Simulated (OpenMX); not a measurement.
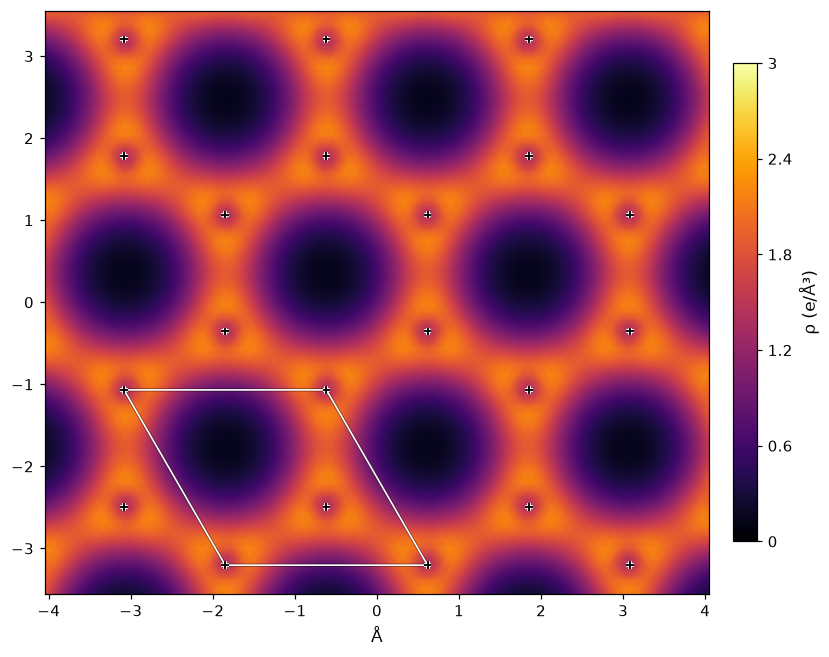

The valence pseudo-density on a plane through atoms (crosses mark nuclei in the plane).

The calculation used Kohn-Sham DFT of a periodic cell, PBE, OpenMX 2013 PBE set (OpenMX 3.8.5).

Candidates:
A. Rb, a = 5.91 Å, b = 5.91 Å, c = 5.46 Å, α = 90.00°, β = 90.00°, γ = 90.00°. Space group I4/mmm; a structure from a database of computed crystals, not necessarily the ambient phase.
B. Al, a = 3.18 Å, b = 3.18 Å, c = 3.18 Å, α = 90.00°, β = 90.00°, γ = 90.00°. Space group Im-3m; a structure from a database of computed crystals, not necessarily the ambient phase; computed pressure about 4 GPa in this cell.
C. C, a = 2.47 Å, b = 2.47 Å, c = 24.85 Å, α = 90.00°, β = 90.00°, γ = 120.00°. Space group R-3m; a structure from a database of computed crystals, not necessarily the ambient phase; computed pressure about 2 GPa in this cell.

**Which candidate gave the map?**

Candidate C: C on the (001) plane of the conventional cell, which holds C. C–C (1.42 Å): ρ is about 1.9 e/Å³ halfway.
